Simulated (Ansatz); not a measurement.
**PtSe₂: geometry relaxation**

System: PtSe₂ (P-3m1, 3 atoms in the cell).
Method: DFT, PBE, dispersion d3bj, plane waves, PAW, no spin polarisation (Ansatz 0.2.0).

The structure derives from an entry of the Crystallography Open Database.

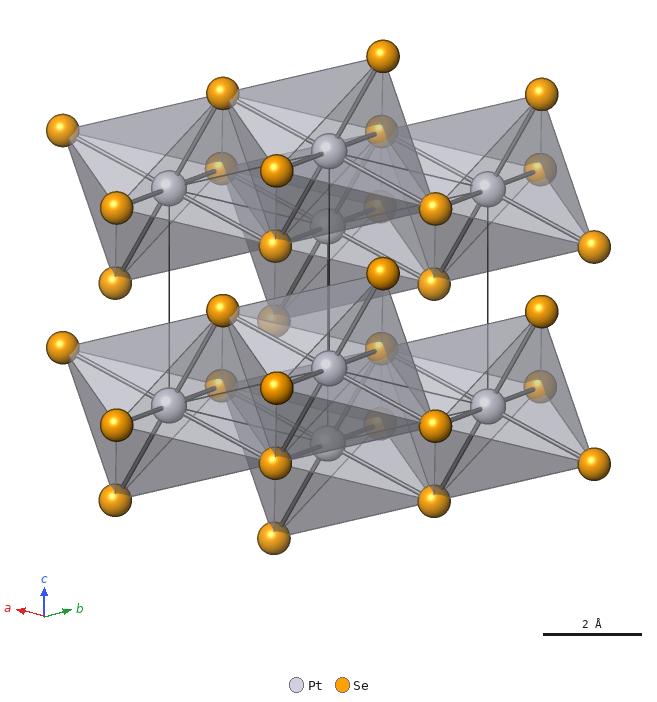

Figure 1. The input geometry (polyhedral view of the cell of the calculation, seen at an oblique angle; polyhedra are completed across the faces of the cell).

### Summary

| quantity | value |
| --- | --- |
| outcome | converged |
| space group (tolerance 0.01 Å) | P-3m1 (164) |
| electrons treated | 50 |
| free energy | −23463.7364 eV |
| Fermi energy | 13.617 eV |
| gap on the k-point mesh | none (metallic) |
| pressure | 0.00 GPa |
| final volume | 59.56 Å³ |
| largest force (length of the vector) at the end | under 0.001 eV/Å |
| final cell | a = 3.768 Å, b = 3.768 Å, c = 4.844 Å, α = 90.00°, β = 90.00°, γ = 120.00° |
| hardware | 1 thread of Arm Neoverse V2, 24 GiB of memory available, shared host |
| wall time | 11 s |
| peak memory | 0.36 GiB |

These settings are looser than, or depart from, a standard set-up, so the numbers are not reference values for this system. Spin–orbit coupling is left out, which matters for Pt.

### Input file
```yaml
crystal:
  lattice:
    - [3.7644458754, 0.0, 0.0]
    - [-1.8822229377, 3.2601057593, 0.0]
    - [0.0, 0.0, 4.8652984029]
  atoms:
    - { symbol: Pt, position: [0.0, 0.0, 0.0] }
    - { symbol: Se, position: [0.3333333333, 0.6666666667, 0.2644373556] }
    - { symbol: Se, position: [0.6666666667, 0.3333333333, 0.7355626444] }
basis:
  ecutwfc: 420
kpoints:
  mp_grid: { grid: [6, 6, 4] }
hamiltonian:
  xc: pbe
  dispersion: d3bj
scf:
  occupations: { method: gaussian, width: 0.1 }
output:
  forces: true
  stress: true
  eigenvalues: true
  write_density: true
  write_potential: true
  elf: true
  volumetric_format: npy
relax:
  adjacent_minimum: "off"
  f_tol: 0.005
  max_steps: 80
  cell: { stress_tol: 0.05 }
```

Launch command:
```bash
ansatz run input.yaml --threads 1 --pin off --max-ram 2560MiB --backend cpu --events-out ev --progress --plain --runs-dir out
```

### Log
```
Engine: ansatz 0.2.0, aarch64-unknown-linux-gnu
Pseudopotentials: kind: paw
Pseudopotential: Pt, paw, valence charge 18, recommended cutoff 420 eV (normal), Pt.paw.azcp
Pseudopotential: Se, paw, valence charge 16, recommended cutoff 420 eV (normal), Se.paw.azcp
Functional definition: PBE
  parameter kappa = 0.804
  parameter beta = 0.06672455060314922
  exchange = pbe_x(kappa = kappa, mu = beta*pi^2/3)
  correlation = pbe_c(beta = beta)
Crystal: 3 atoms, lattice volume = 59.709 Å³
Basis set: ecut = 420 eV, 1169 PW (Γ), exchange–correlation on 54×54×72 points (8 copies of the dense FFT grid, shifted against one another)
Bands: 30, of which v1, the nominal top of the filled ones, is band 25 counted from 1 (24 counted from 0)
Symmetry: 12 space group operations
Space group: P-3m1 (ITA 164), of the structure as read, at distance tolerance 3.9e-5 Å
k-points: 24 of 144
Non-local potential: Pt, projectors of the file, l = 0: 3, l = 1: 2, l = 2: 2, l = 3: 1
Non-local potential: Se, projectors of the file, l = 0: 2, l = 1: 2, l = 2: 3, l = 3: 1
PAW form: soft (Blöchl's): semilocal exchange-correlation on the pseudo side does not see the compensation charge
PAW one-centre angular grid: Pt, 590 points (default); XC on 64 Gauss nodes
PAW one-centre angular grid: Se, 590 points (default); XC on 64 Gauss nodes
Initial density: superposition of atomic densities (neutral atoms: chi_scale 0, normalization atom), corrected by the library's trained network
Initial wavefunctions: pseudopotential atomic-orbital guess
Functional: x = pbe(κ = 0.804, μ = 0.2195149727645171), c = pbe(β = 0.06672455060314922)
SCF iter   1: F=—  HF=-23463.734244 eV  |F-HF|=—  |Δ(HF+E_count)|=         —  Δρ=2.10e-3  dr2=1.51e-3  ethr=1.77e-3  ⟨swp⟩=5.4  Hψ=2743  notcnv=0
preconditioner: auto → LDOS  [insulator: Δε(μ)=0.143 eV  Ē_g=10.083 eV  σ=0.100 eV  W_gap=0.60  n_scr=22 (ndim 8)  ℏωp=22.5 eV  f_vac=0.023  D(μ)=0.91/eV (n_scr^D=2)  ε∞_Penn≈6.0  β→1.0]
SCF iter   2: F=—  HF=-23463.736264 eV  |F-HF|=—  |Δ(HF+E_count)|=   2.02e-3  Δρ=4.77e-4  dr2=1.71e-4  ethr=3.03e-6  ⟨swp⟩=2.3  Hψ=1493  notcnv=0
SCF iter   3: F=—  HF=-23463.736233 eV  |F-HF|=—  |Δ(HF+E_count)|=   3.07e-5  Δρ=1.95e-4  dr2=3.90e-5  ethr=3.42e-7  ⟨swp⟩=2.0  Hψ=1280  notcnv=0
SCF iter   4: F=—  HF=-23463.736215 eV  |F-HF|=—  |Δ(HF+E_count)|=   1.87e-5  Δρ=4.19e-5  dr2=7.51e-7  ethr=7.79e-8  ⟨swp⟩=2.0  Hψ=917  notcnv=0
iter 5 did not close the SCF: its close was put off for the readings that it lacked (scf_convergence_deferred on its scf_iter line)
SCF iter   5: F=-23463.736215 eV  HF=-23463.736215 eV  |F-HF|=2.53e-8  |Δ(HF+E_count)|=   3.33e-7  Δρ=9.21e-6  dr2=6.01e-8  ethr=1.50e-9  ⟨swp⟩=2.0  Hψ=1276  notcnv=0
SCF iter   6: F=-23463.736215 eV  HF=-23463.736215 eV  |F-HF|=1.73e-9  |Δ(HF+E_count)|=   1.45e-8  Δρ=2.08e-6  dr2=2.04e-9  ethr=1.20e-10  ⟨swp⟩=7.5  Hψ=4438  notcnv=0
SCF 1 converged in 6 iterations: F = -23463.736215 eV  dr2 = 2.04e-9
  greatest PAW one-centre occupation: 1.000 electrons in one spin orbital (limit 2), on the Pt atom at site 0 (counted from 0), in its partial waves of l = 0
relax step   1: F+E_penalty+E_count = -23463.73621516 eV  Δ(F+E_penalty+E_count) = +0.000e0 eV  max|allowed force component| = 6.919e-3 eV/Å  Δτ_max = 0.0000 Å  P = -0.027 GPa  Ω = 59.709 Å³  (6 SCF iters, dr2 threshold 1.00e-7 eV, accepted)
Crystal: 3 atoms, lattice volume = 59.503 Å³
Initial density: handed on by an earlier stage of this run
Initial wavefunctions: those handed on with the density
iter 1 solved again at ethr=2.37e-7 eV; its pass at ethr=3.10e-3 eV (dr2=1.19e-4 eV) is discarded
SCF iter   1: F=—  HF=-23463.736448 eV  |F-HF|=—  |Δ(HF+E_count)|=         —  Δρ=4.27e-4  dr2=6.56e-5  ethr=2.37e-7  ⟨swp⟩=3.0  Hψ=3437  notcnv=0
preconditioner: auto → LDOS  [insulator: Δε(μ)=0.142 eV  Ē_g=10.090 eV  σ=0.100 eV  W_gap=0.60  n_scr=22 (ndim 8)  ℏωp=22.6 eV  f_vac=0.021  D(μ)=0.88/eV (n_scr^D=2)  ε∞_Penn≈6.0  β→1.0]
SCF iter   2: F=—  HF=-23463.736433 eV  |F-HF|=—  |Δ(HF+E_count)|=   1.49e-5  Δρ=1.97e-4  dr2=4.58e-5  ethr=1.31e-7  ⟨swp⟩=2.0  Hψ=1226  notcnv=0
SCF iter   3: F=—  HF=-23463.736421 eV  |F-HF|=—  |Δ(HF+E_count)|=   1.17e-5  Δρ=3.74e-5  dr2=1.15e-6  ethr=9.16e-8  ⟨swp⟩=2.2  Hψ=997  notcnv=0
SCF iter   4: F=-23463.736421 eV  HF=-23463.736421 eV  |F-HF|=2.83e-9  |Δ(HF+E_count)|=   2.15e-7  Δρ=8.00e-6  dr2=1.81e-8  ethr=1.88e-10  ⟨swp⟩=6.1  Hψ=4600  notcnv=0
SCF 2 converged in 4 iterations: F = -23463.736421 eV  dr2 = 1.81e-8
relax step   2: F+E_penalty+E_count = -23463.73642111 eV  Δ(F+E_penalty+E_count) = -2.059e-4 eV  max|allowed force component| = 1.582e-2 eV/Å  Δτ_max = 0.0049 Å  P = +0.017 GPa  Ω = 59.503 Å³  energy of the carried Pulay correction = +4.223e-5 eV  (4 SCF iters, dr2 threshold 9.42e-8 eV, accepted)
Crystal: 3 atoms, lattice volume = 59.590 Å³
iter 1 solved again at ethr=1.36e-7 eV; its pass at ethr=3.10e-3 eV (dr2=6.80e-5 eV) is discarded
SCF iter   1: F=—  HF=-23463.736344 eV  |F-HF|=—  |Δ(HF+E_count)|=         —  Δρ=3.78e-4  dr2=7.57e-5  ethr=1.36e-7  ⟨swp⟩=2.7  Hψ=3360  notcnv=0
preconditioner: auto → LDOS  [insulator: Δε(μ)=0.132 eV  Ē_g=10.088 eV  σ=0.100 eV  W_gap=0.57  n_scr=22 (ndim 8)  ℏωp=22.6 eV  f_vac=0.022  D(μ)=0.91/eV (n_scr^D=2)  ε∞_Penn≈6.0  β→1.0]
SCF iter   2: F=—  HF=-23463.736339 eV  |F-HF|=—  |Δ(HF+E_count)|=   4.90e-6  Δρ=2.35e-4  dr2=7.82e-5  ethr=1.36e-7  ⟨swp⟩=2.0  Hψ=1251  notcnv=0
SCF iter   3: F=—  HF=-23463.736316 eV  |F-HF|=—  |Δ(HF+E_count)|=   2.29e-5  Δρ=3.12e-5  dr2=1.30e-6  ethr=1.36e-7  ⟨swp⟩=2.0  Hψ=936  notcnv=0
SCF iter   4: F=—  HF=-23463.736320 eV  |F-HF|=—  |Δ(HF+E_count)|=   3.28e-6  Δρ=6.20e-6  dr2=1.63e-8  ethr=2.60e-9  ⟨swp⟩=2.7  Hψ=1208  notcnv=0
SCF iter   5: F=-23463.736320 eV  HF=-23463.736320 eV  |F-HF|=8.66e-10  |Δ(HF+E_count)|=   5.94e-9  Δρ=1.24e-6  dr2=6.56e-10  ethr=3.13e-11  ⟨swp⟩=7.3  Hψ=4164  notcnv=0
SCF 3 converged in 5 iterations: F = -23463.736320 eV  dr2 = 6.56e-10
relax step   3: F+E_penalty+E_count = -23463.73631967 eV  Δ(F+E_penalty+E_count) = +1.014e-4 eV  max|allowed force component| = 2.423e-2 eV/Å  Δτ_max = 0.0041 Å  P = -0.024 GPa  Ω = 59.590 Å³  energy of the carried Pulay correction = +2.427e-5 eV  (5 SCF iters, dr2 threshold 1.57e-8 eV, rejected (line search))
Crystal: 3 atoms, lattice volume = 59.555 Å³
iter 1 solved again at ethr=4.72e-8 eV; its pass at ethr=3.10e-3 eV (dr2=2.36e-5 eV) is discarded
SCF iter   1: F=—  HF=-23463.736462 eV  |F-HF|=—  |Δ(HF+E_count)|=         —  Δρ=2.42e-4  dr2=2.82e-5  ethr=4.72e-8  ⟨swp⟩=3.0  Hψ=3389  notcnv=0
preconditioner: auto → LDOS  [insulator: Δε(μ)=0.139 eV  Ē_g=10.089 eV  σ=0.100 eV  W_gap=0.59  n_scr=22 (ndim 8)  ℏωp=22.6 eV  f_vac=0.022  D(μ)=0.89/eV (n_scr^D=2)  ε∞_Penn≈6.0  β→1.0]
SCF iter   2: F=—  HF=-23463.736455 eV  |F-HF|=—  |Δ(HF+E_count)|=   6.39e-6  Δρ=1.37e-4  dr2=2.73e-5  ethr=4.72e-8  ⟨swp⟩=2.0  Hψ=1299  notcnv=0
SCF iter   3: F=—  HF=-23463.736446 eV  |F-HF|=—  |Δ(HF+E_count)|=   8.75e-6  Δρ=2.27e-5  dr2=3.26e-7  ethr=4.72e-8  ⟨swp⟩=2.0  Hψ=934  notcnv=0
SCF iter   4: F=—  HF=-23463.736445 eV  |F-HF|=—  |Δ(HF+E_count)|=   1.15e-6  Δρ=4.39e-6  dr2=6.73e-9  ethr=6.52e-10  ⟨swp⟩=2.1  Hψ=1014  notcnv=0
SCF iter   5: F=—  HF=-23463.736445 eV  |F-HF|=—  |Δ(HF+E_count)|=  9.71e-10  Δρ=8.07e-7  dr2=2.53e-10  ethr=1.35e-11  ⟨swp⟩=2.0  Hψ=1289  notcnv=0
SCF iter   6: F=—  HF=-23463.736445 eV  |F-HF|=—  |Δ(HF+E_count)|=  1.93e-10  Δρ=2.97e-7  dr2=3.88e-11  ethr=1.00e-12  ⟨swp⟩=6.0  Hψ=3455  notcnv=0
SCF iter   7: F=-23463.736445 eV  HF=-23463.736445 eV  |F-HF|=7.28e-12  |Δ(HF+E_count)|=  3.64e-11  Δρ=7.73e-8  dr2=3.02e-12  ethr=1.00e-12  ⟨swp⟩=5.0  Hψ=2960  notcnv=0
SCF 4 converged in 7 iterations: F = -23463.736445 eV  dr2 = 3.02e-12
relax step   4: F+E_penalty+E_count = -23463.73644524 eV  Δ(F+E_penalty+E_count) = -2.413e-5 eV  max|allowed force component| = 1.262e-4 eV/Å  Δτ_max = 0.0019 Å  P = +0.000 GPa  Ω = 59.555 Å³  energy of the carried Pulay correction = +3.150e-5 eV  (7 SCF iters, accepted)
Initial wavefunctions: pseudopotential atomic-orbital guess (no wavefunctions were taken with the density)
iter 1 solved again at ethr=9.45e-8 eV; its pass at ethr=3.10e-3 eV (dr2=4.73e-5 eV) is discarded
SCF iter   1: F=—  HF=-23463.735928 eV  |F-HF|=—  |Δ(HF+E_count)|=         —  Δρ=2.72e-4  dr2=9.22e-7  ethr=9.45e-8  ⟨swp⟩=3.0  Hψ=4461  notcnv=0
SCF iter   2: F=—  HF=-23463.736403 eV  |F-HF|=—  |Δ(HF+E_count)|=   4.75e-4  Δρ=3.80e-6  dr2=1.44e-8  ethr=1.84e-9  ⟨swp⟩=2.0  Hψ=977  notcnv=0
SCF iter   3: F=—  HF=-23463.736403 eV  |F-HF|=—  |Δ(HF+E_count)|=   3.67e-9  Δρ=2.15e-6  dr2=2.99e-9  ethr=2.88e-11  ⟨swp⟩=2.0  Hψ=1314  notcnv=0
SCF iter   4: F=—  HF=-23463.736403 eV  |F-HF|=—  |Δ(HF+E_count)|=   2.55e-9  Δρ=6.48e-7  dr2=2.50e-10  ethr=5.98e-12  ⟨swp⟩=2.0  Hψ=1225  notcnv=0
SCF iter   5: F=-23463.736403 eV  HF=-23463.736403 eV  |F-HF|=2.18e-11  |Δ(HF+E_count)|=  1.82e-11  Δρ=1.36e-7  dr2=1.19e-11  ethr=1.00e-12  ⟨swp⟩=6.0  Hψ=3418  notcnv=0
SCF 5 converged in 5 iterations: F = -23463.736403 eV  dr2 = 1.19e-11
relax step   5: F+E_penalty+E_count = -23463.73640264 eV  Δ(F+E_penalty+E_count) = +4.259e-5 eV  max|allowed force component| = 1.301e-4 eV/Å  Δτ_max = 0.0000 Å  P = +0.001 GPa  Ω = 59.555 Å³  stress off target by 1.65e-3 GPa  SCF on the basis re-selected at this cell (its energy is not comparable with the rows above)  (5 SCF iters)
```

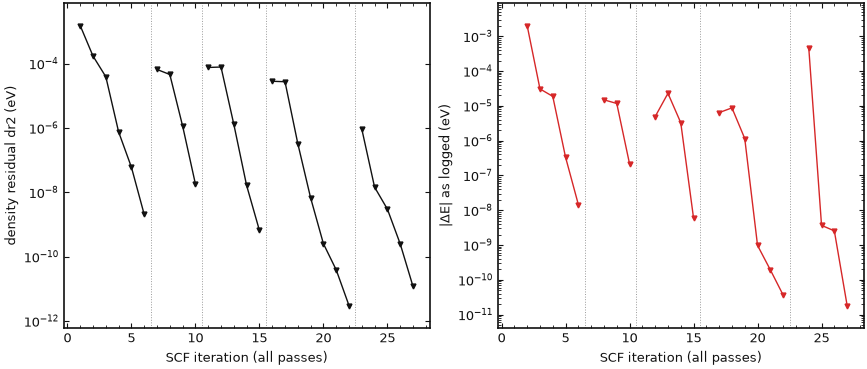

Figure 2. Convergence of the self-consistent field: density residual dr2 and size of the energy change against the SCF iteration. The dotted lines part the SCF passes of the relaxation: geometry steps, rejected trials and re-solves on a re-selected basis. The 5 passes take 4 to 7 iterations each, 27 in all.

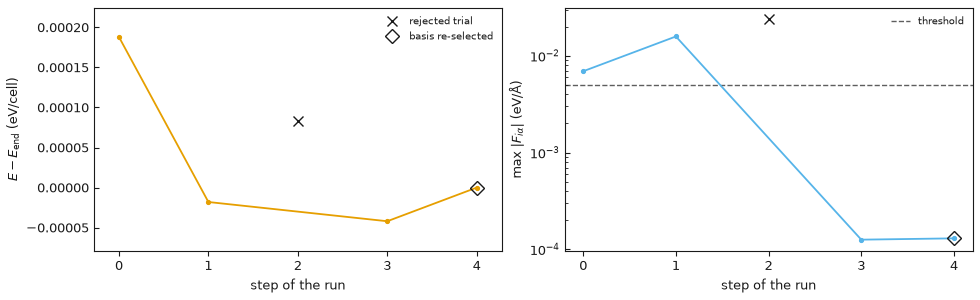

Figure 3. Progress of the relaxation, step by step (the first geometry is step 0 here and step 1 in the log). The atoms keep their places relative to the cell (all moves are under 0.005 Å). The volume changes by −0.3 %, with a = b 3.764 → 3.768 Å (+0.1 %), c 4.865 → 4.844 Å (−0.4 %). The space group stays P-3m1 (No. 164). After 3 geometry steps the energy has fallen by 0.2 meV per cell of the calculation. Largest force component: 0.0069 eV/Å at the start, 0.00013 eV/Å at the end. The pressure goes from −0.03 to 0.00 GPa. The line search rejected the trial step at point 2 (counted from 0) and went back. A last SCF at the same geometry on a re-selected plane-wave basis shifts the energy by +0.0 meV per cell of the calculation.

```
basis re-selected at this cell: Δ(F+E_penalty+E_count) = +4.259e-5 eV, ΔP = +0.001 GPa vs the last step (what re-selecting the basis moved, of the pressure what is left beyond the Pulay correction that the steps carried, after the strain that the cell walked since its last selection, with what the two solves' SCF thresholds leave and, on support functions, any second-order correction that the steps lacked; it is no measure of the basis error at this ecutwfc). This SCF's stress stands 1.65e-3 GPa from its target on what of the cell is left free (relax.cell.stress_tol is 5.00e-2 GPa) and its largest allowed force component is 1.30e-4 eV/Å (relax.f_tol is 5.00e-3 eV/Å): within both
SCF converged after 5 iterations
Free energy (F): -23463.736403 eV
Harris-Foulkes:  -23463.736403 eV  (|F-HF|=2.18e-11)
Internal energy: -23463.731960 eV  (E = F + TS)
E sigma→0 (E₀):  -23463.734181 eV
Entropy (-TS):   -0.004442 eV (-1.481 meV/atom)
Fermi energy:    13.616649 eV
--- Per-component energies (eV) ---
  E_band       = -938.741548
  E_kinetic    = 874.578258
  E_local      = -6490.615388  (includes V_loc(G=0)·N_el)
  E_nonlocal   = -989.850635
  E_hartree    = 3010.539188
  E_xc         = -470.686066
  E_vxc        = -499.958356  (∫ρ·V_xc dr)
  E_paw        = -13278.263896  (= ΣΔE_a)
  E_vpaw       = 146.027223  (= ΣTr[D̂ρ^β])
  E_aug_tail   = -0.000998  (compensation charges beyond the density's cutoff)
  E_ewald      = -6117.965883
  E_disp       = -1.466540  (pairwise vdW)
  E_smearing   = -0.004442  (= −TS)
  E_closure    = -0.000000  (closes the sum)
  Σ components = -23463.736403   (vs F -23463.736403, Δ=0.00e0)
--- Forces (eV/Å), atoms counted from 1 ---
  atom   1  Pt     0.00000000    -0.00000000     0.00000000
  atom   2  Se    -0.00000000     0.00000000     0.00013009
  atom   3  Se     0.00000000    -0.00000000    -0.00013009
  max |Σ_I F_I| component: 1.16e-18 eV/Å
--- Stress (GPa, compression-positive) ---
        0.001645      -0.000000      -0.000000
       -0.000000       0.001645       0.000000
       -0.000000       0.000000      -0.001002
  P = ⅓ Tr σ = 0.0008 GPa (0.008 kbar)
--- Band table (eV; the first three rows and the last of 24) ---
  k-point 0: bands = ["-85.7087", "-39.9572", "-39.9572", "-39.8683", "-34.9480", "-34.9480", "-34.9453", "-34.9453", "-34.9410", "-34.9410", "-34.9359", "-34.9359", "-34.9354", "-34.9348", "-2.0520", "1.0102", "6.4862", "7.3993", "7.3993", "9.8335", "9.8335", "11.1365", "12.6008", "12.6008", "14.3570", "14.6977", "14.6977", "16.9927", "17.7207", "20.9115"]
  k-point 1: bands = ["-85.7087", "-39.9572", "-39.9572", "-39.8684", "-34.9475", "-34.9475", "-34.9456", "-34.9456", "-34.9404", "-34.9404", "-34.9367", "-34.9367", "-34.9356", "-34.9346", "-1.7563", "0.3435", "7.3934", "7.4479", "7.4479", "9.8045", "9.8045", "11.0775", "12.2134", "12.2134", "12.9800", "15.3146", "15.3146", "17.6150", "19.0283", "20.6518"]
  k-point 2: bands = ["-85.7087", "-39.9572", "-39.9572", "-39.8684", "-34.9469", "-34.9469", "-34.9459", "-34.9459", "-34.9389", "-34.9389", "-34.9385", "-34.9385", "-34.9357", "-34.9344", "-1.1303", "-0.5857", "7.4984", "7.4984", "8.5993", "9.7808", "9.7808", "10.6927", "11.8995", "11.9062", "11.9062", "15.9309", "15.9309", "18.5924", "20.1323", "20.2307"]
  k-point 23: bands = ["-85.7085", "-39.9632", "-39.9632", "-39.8678", "-34.9465", "-34.9465", "-34.9462", "-34.9461", "-34.9396", "-34.9390", "-34.9390", "-34.9385", "-34.9343", "-34.9343", "0.0228", "0.0228", "7.2086", "7.2086", "7.6569", "9.1925", "9.3255", "9.3255", "10.1771", "11.1443", "11.1443", "15.9209", "15.9209", "20.1893", "21.2073", "21.2073"]
--- Relaxed structure (4 steps of the walk, 3 accepted, 1 SCFs on fresh bases) ---
  F+E_penalty+E_count = -23463.73640264 eV   max|allowed force component| = 1.301e-4 eV/Å   (the final SCF, on the basis selected at the relaxed cell)
  cell:  # Å, volume = 59.5550 Å³
    - [3.7677912855427906, -3.957183468591572e-33, -9.657187273844216e-19]
    - [-1.8838956427713953, 3.2630029694376845, 4.82859363692215e-19]
    - [-1.2481278619716359e-18, 7.671598575280535e-33, 4.844111476089417]
  atoms:
    - { symbol: Pt, position: [-4.130823439162365e-35, -7.948551925858865e-35, -2.9712522787619273e-20] }
    - { symbol: Se, position: [0.3333333333333333, 0.6666666666666666, 0.2650448418452498] }
    - { symbol: Se, position: [0.6666666666666665, 0.3333333333333333, 0.73495515815475] }
```

### Trajectory as extended XYZ (Å, eV, eV/Å), 5 frames, from step=1 to step=5
```
3
Lattice="3.7644 0.0000 0.0000 -1.8822 3.2601 0.0000 0.0000 0.0000 4.8653" Properties=species:S:1:pos:R:3:forces:R:3 step=1 energy=-23463.73622 pressure_GPa=-0.03
Pt    0.0000    0.0000    0.0000    0.0000   0.0000   0.0000
Se    0.0000    2.1734    1.2866    0.0000   0.0000   0.0069
Se    1.8822    1.0867    3.5787    0.0000   0.0000  -0.0069
3
Lattice="3.7663 0.0000 0.0000 -1.8832 3.2618 0.0000 0.0000 0.0000 4.8435" Properties=species:S:1:pos:R:3:forces:R:3 step=2 energy=-23463.73642 pressure_GPa=0.02
Pt    0.0000    0.0000    0.0000    0.0000   0.0000   0.0000
Se    0.0000    2.1745    1.2857    0.0000   0.0000  -0.0158
Se    1.8832    1.0873    3.5579    0.0000   0.0000   0.0158
3
Lattice="3.7716 0.0000 0.0000 -1.8858 3.2663 0.0000 0.0000 0.0000 4.8373" Properties=species:S:1:pos:R:3:forces:R:3 step=3 energy=-23463.73632 pressure_GPa=-0.02 accepted=F
Pt    0.0000    0.0000    0.0000    0.0000   0.0000   0.0000
Se    0.0000    2.1775    1.2799    0.0000   0.0000   0.0242
Se    1.8858    1.0888    3.5574    0.0000   0.0000  -0.0242
3
Lattice="3.7678 0.0000 0.0000 -1.8839 3.2630 0.0000 0.0000 0.0000 4.8441" Properties=species:S:1:pos:R:3:forces:R:3 step=4 energy=-23463.73644 pressure_GPa=0.00
Pt    0.0000    0.0000    0.0000    0.0000   0.0000   0.0000
Se    0.0000    2.1753    1.2839    0.0000   0.0000   0.0001
Se    1.8839    1.0877    3.5602    0.0000   0.0000  -0.0001
3
Lattice="3.7678 0.0000 0.0000 -1.8839 3.2630 0.0000 0.0000 0.0000 4.8441" Properties=species:S:1:pos:R:3:forces:R:3 step=5 energy=-23463.73640 pressure_GPa=0.00
Pt    0.0000    0.0000    0.0000    0.0000   0.0000   0.0000
Se    0.0000    2.1753    1.2839    0.0000   0.0000   0.0001
Se    1.8839    1.0877    3.5602    0.0000   0.0000  -0.0001
```
